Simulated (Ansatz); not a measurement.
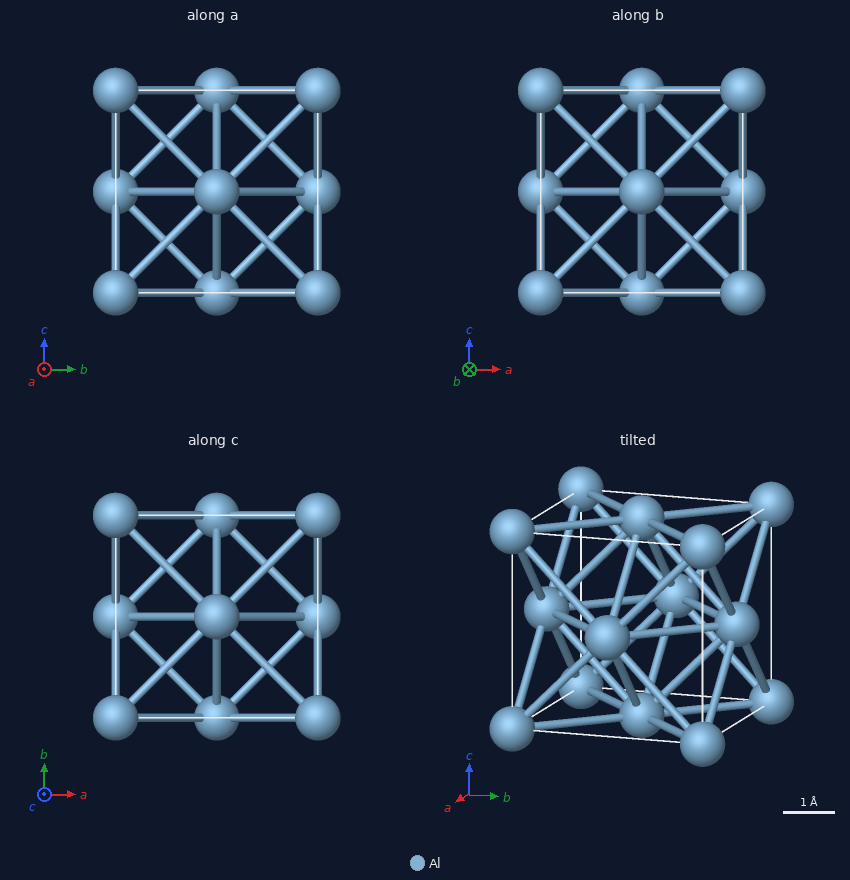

View along the a axis, along the b axis, along the c axis and slightly off an axis, drawn as a ball-and-stick model. Lines trace the edges of the conventional unit cell.

Lattice parameters: a = 4.042 Å, b = 4.042 Å, c = 4.042 Å, α = 90.00°, β = 90.00°, γ = 90.00°.

Q: Reconstruct the structure as a table of Wyckoff sites.

A: Space group Fm-3m (No. 225).
| atom | site | x | y | z |
| --- | --- | --- | --- | --- |
| Al | 4a | 0.0000 | 0.0000 | 0.0000 |

Starting structure: the standard structure of this element. The cell was then strained or its atoms displaced on purpose. It was run through Ansatz as a DFT input.
